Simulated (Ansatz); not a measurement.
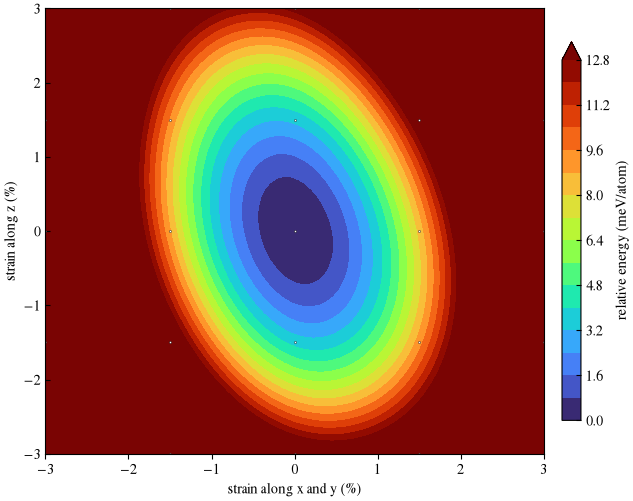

C (Im-3m, No. 229; 8 atoms in the cell). The cell is strained homogeneously, by one strain along x and y and another along z, with fractional coordinates fixed (x, y and z along the cube axes). The first coordinate is: strain along x and y; the second: strain along z. The grid has 5 × 5 points. Points are written as (first, second). Energies: meV/atom, counted from the lowest grid point. Theory: DFT r2SCAN, scalar-relativistic, plane waves, PAW in Ansatz 0.2.0. Settings: cutoff 500 eV, k-mesh 8×8×8, gaussian smearing 0.05 eV, no spin polarisation.

The picture shows filled contours, dots at the grid points, one colour for all values above the top of the scale. Between grid points the surface is interpolated.

**Estimate the clamped-ion elastic constants that this map fixes.**

With the cell volume of 57.3 Å³, the curvatures of the interpolated surface at its minimum give C₁₁ + C₂₂ + 2C₁₂ ≈ 1700 GPa, C₃₃ ≈ 710 GPa and C₁₃ + C₂₃ ≈ 280 GPa (clamped ions, Cartesian axes of the cell). A stretch of 1 % along z with free sides (kept equal in x and y) would change the in-plane lengths by about −0.16 %.
